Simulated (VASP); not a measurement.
System: zincblende CdTe, space group F-43m (No. 216), 2 atoms in the primitive cell; cubic a = 6.410 Å. Starting point: PBEsol, VASP PAW PBE potentials, release 64 (Cd_GW, Te_GW), no spin polarisation, no spin-orbit coupling, 5×5×5 k mesh, 450 eV cutoff, Gaussian smearing of 0.01 eV (VASP). Many-body step: G0W0 with cutoff of the response function 230 eV, empty bands 220, GW iterations 1 and frequency points 50.

In PBEsol the smallest gap over these k points is 0.75 eV, with direct gaps of 0.75 eV at Γ, 2.26 eV at (0.20, 0.00, 0.00) and 2.57 eV at (0.40, 0.00, 0.00).

Question: What does G0W0 give?

Answer: Over the k points that were corrected, the smallest gap goes from 0.75 eV in PBEsol (direct at Γ) to 1.57 eV in G0W0 (direct at Γ), a change of +0.82 eV (+108 %). Counted from the valence top, the lowest empty level moves by +0.82 eV at Γ, +0.79 eV at (0.20, 0.00, 0.00) and +0.77 eV at (0.40, 0.00, 0.00); over the 10 points that were corrected the shifts run from +0.65 to +0.84 eV: a spread of 0.19 eV on a mean of 0.77 eV, so one scissor shift describes this level only roughly. Down to 7.9 eV under the top, the filled levels drop by about 0.13 eV more for each eV of depth, so the valence band is stretched by about 13 %.

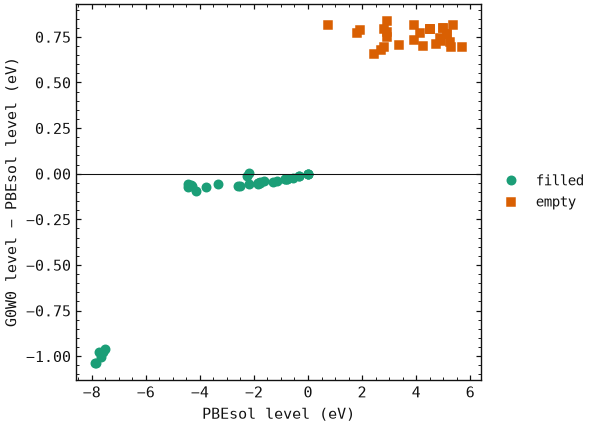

Change of each level from PBEsol to G0W0 against its PBEsol energy, both sets counted from their own valence top. Levels over 8 eV under the top or 5 eV above the conduction bottom aren't drawn.

| k point | PBEsol direct gap (eV) | G0W0 direct gap (eV) |
| --- | --- | --- |
| Γ | 0.75 | 1.57 |
| (0.20, 0.00, 0.00) | 2.26 | 3.06 |
| (0.40, 0.00, 0.00) | 2.57 | 3.37 |

Bands, screening cutoff and mesh are small and nothing is extrapolated, so the quasiparticle values aren't converged. The PAW data sets were made with another functional. Spin-orbit coupling is left out, which matters for Te.
